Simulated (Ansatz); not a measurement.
# Cr: what the fields show

Input

```
crystal:
  lattice:
    - [2.9606772018, 0.0, 0.0]
    - [0.0, 2.9606772018, 0.0]
    - [0.0, 0.0, 2.9622242386]
  atoms:
    - { symbol: Cr, position: [0.0, 0.0, 0.0], spin: 2.515 }
    - { symbol: Cr, position: [0.5, 0.5, 0.5], spin: -2.515 }
hamiltonian:
  xc: r2scan0
  pseudopotentials:
    kind: paw
    azcp:
      Cr: "pseudopotentials/Cr.paw.azcp"
basis:
  ecutwfc: 500
  fft_grid_basis: typed
kpoints:
  mp_grid: { grid: [6, 6, 6], shift: [0, 0, 0] }
magnetization:
  spin_polarized: true
scf:
  occupations: { method: fermi_dirac, width: 0.1 }
output:
  write_density: true
  write_potential: true
  elf: true
  volumetric_format: npy
```

Launched as:

```sh
ansatz run input.yaml --threads 4 --pin off --max-ram 8192MiB --backend cpu --events-out ev --progress --plain --runs-dir out
```

Below, planes, directions and counts refer to the cell of the magnetic structure (a = 2.96 Å, b = 2.96 Å, c = 2.96 Å, α = 90.00°, β = 90.00°, γ = 90.00°).

Space group Im-3m; set up as Cr, fcc; a generated structure, not necessarily the stable one; spin-polarised.

Method: Ansatz, DFT, r2SCAN0, plane waves (500 eV) with PAW, scalar-relativistic.

Core electrons are frozen (PAW), and the valence fields are smoothed inside the atomic spheres.

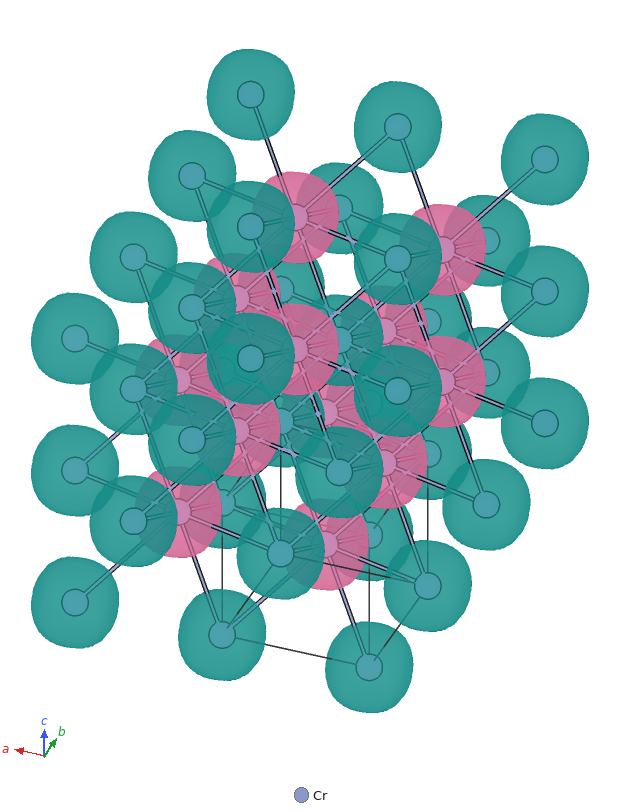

Figure 1. Isosurfaces of the spin density (up minus down) at +0.3 (teal) and −0.3 e/Å³ (pink), seen at an oblique angle. Sticks mark near contacts.

Question: Where is the spin, and how is it ordered?

Answer: The spin density sits on Cr: +3.1 μB and −3.1 μB in one cell of 2 atoms: antiferromagnetic in this solution, which needn't be the ground state, with every nearest magnetic neighbour opposed. The cell of the calculation (2 atoms) carries 0.0 μB of net spin moment.

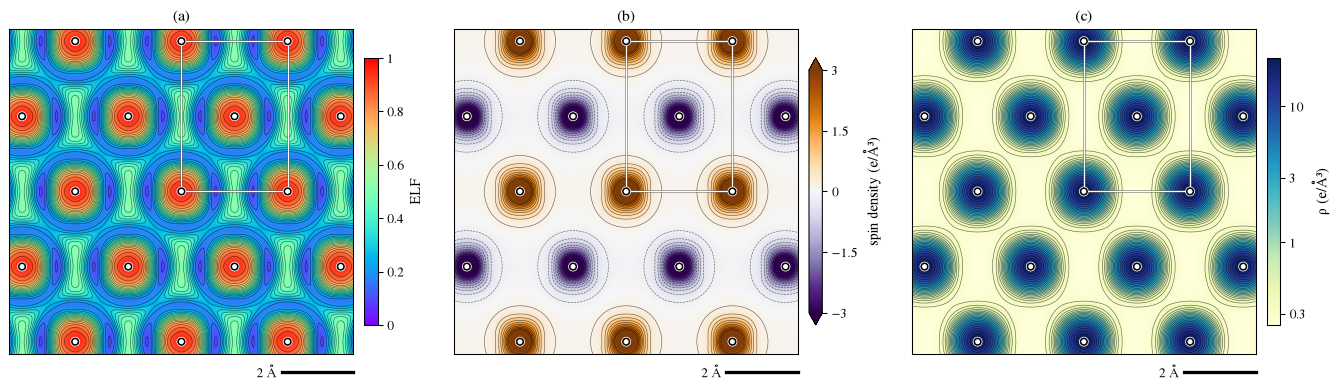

Figure 2. (a) ELF; (b) spin density (up minus down); (c) valence charge density (pseudo) on the (011̄) plane of the cell of the magnetic structure. Circles mark the nuclei in the plane (Cr).

Question: Read the bonding off the picture.

Answer: Atoms in the plane: Cr. Cr–Cr (2.56 Å): ρ at the midpoint is about 0.3 e/Å³; the ELF is about 0.25 at the midpoint; no localised pair shows between them. Between the atoms the lowest density in this plane is 0.25 e/Å³. The features right at Cr lie inside the PAW spheres, where the map follows smoothed inner orbitals and isn't to be read closely.
